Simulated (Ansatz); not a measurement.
# Cutoff, mesh or smearing: what limits a work function? Na(111), Sr(111), Nb(100), Re(0001), Ir(110) and Au(100)

One slab of each metal is run with one setting changed at a time. Which setting moves the work function most, and which can be cut?

Set-up. Ansatz 0.2.0, plane waves with PAW datasets (its set soft_2), PBE; unrelaxed symmetric slabs of 7 layers (11 for bcc (111)), 18 Å of vacuum. The reference has 420 eV, the mesh listed and Fermi-Dirac smearing of 0.1 eV; the other columns give the change in eV.

The runs side by side:

| face | mesh | reference (eV) | 300 eV | 600 eV | mesh × 1/3 | mesh × 2/3 | mesh × 3/2 | Gaussian 0.05 | cold 0.1 | Methfessel-Paxton 0.2 | Fermi-Dirac 0.3 |
| --- | --- | --- | --- | --- | --- | --- | --- | --- | --- | --- | --- |
| Na(111) | 8×8 | 2.582 | 0.000 | 0.000 | +0.108 | +0.030 | 0.000 | −0.044 | −0.035 | −0.048 | +0.177 |
| Sr(111) | 11×11 | 2.708 | 0.000 | 0.000 | −0.023 | −0.004 | 0.000 | −0.097 | −0.098 | −0.071 | +0.278 |
| Nb(100) | 12×12 | 3.723 | +0.001 | 0.000 | +0.007 | +0.003 | +0.002 | +0.012 | −0.002 | +0.004 | +0.069 |
| Re(0001) | 17×17 | 5.030 | −0.001 | 0.000 | −0.028 | +0.022 | 0.000 | +0.001 | 0.000 | −0.001 | +0.011 |
| Ir(110) | 11×15 | 5.031 | +0.009 | 0.000 | −0.004 | +0.003 | −0.002 | +0.021 | +0.021 | +0.007 | +0.017 |
| Au(100) | 14×14 | 5.072 | +0.001 | 0.000 | +0.023 | +0.027 | +0.012 | −0.030 | −0.023 | −0.012 | +0.041 |

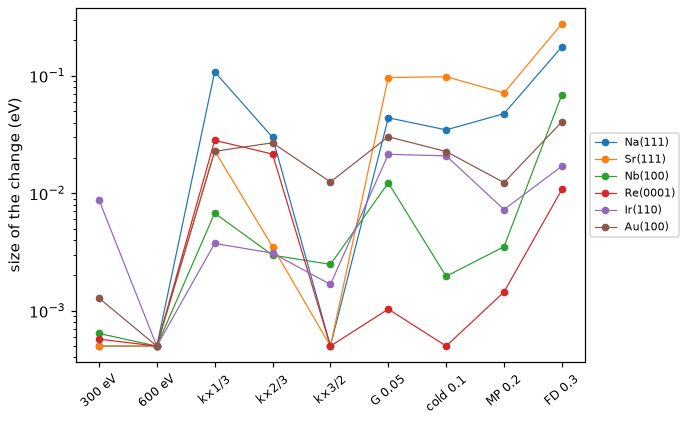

Size of the change against the reference; values under 0.0005 eV are drawn at that line.

What this shows: The largest change of a row comes from the hot smearing on 4 faces, from the coarsest mesh on 1 and from another setting on 1. Runs at 200 eV and on a still coarser mesh, made as deliberately poor settings, are not listed. 600 eV moves no value by more than 0.001 eV, and 300 eV none by more than 0.009 eV. A mesh with a third of the points along each axis is off by up to 0.11 eV (Na(111)) and two thirds by up to 0.030 eV; three halves still move Au(100) by 0.012 eV, so the reference mesh is not converged beyond that. The three narrow or corrected schemes, nearer to zero temperature, lie −0.09 to +0.02 eV from the reference on average: on Sr(111) they agree with each other, so the reference's own smearing of 0.1 eV is an error there, larger than that of cutoff or of the two finer meshes. Fermi-Dirac smearing of 0.3 eV, an electron temperature near 3,500 K, moves Sr(111) by 0.28 eV.

Caveats: Where those three schemes disagree, their widths or the mesh may be the cause; they were not run on a finer mesh. One setting changes at a time, and errors need not add; the faces are unrelaxed and unreconstructed. The table is a selection: not every member that was run is listed.
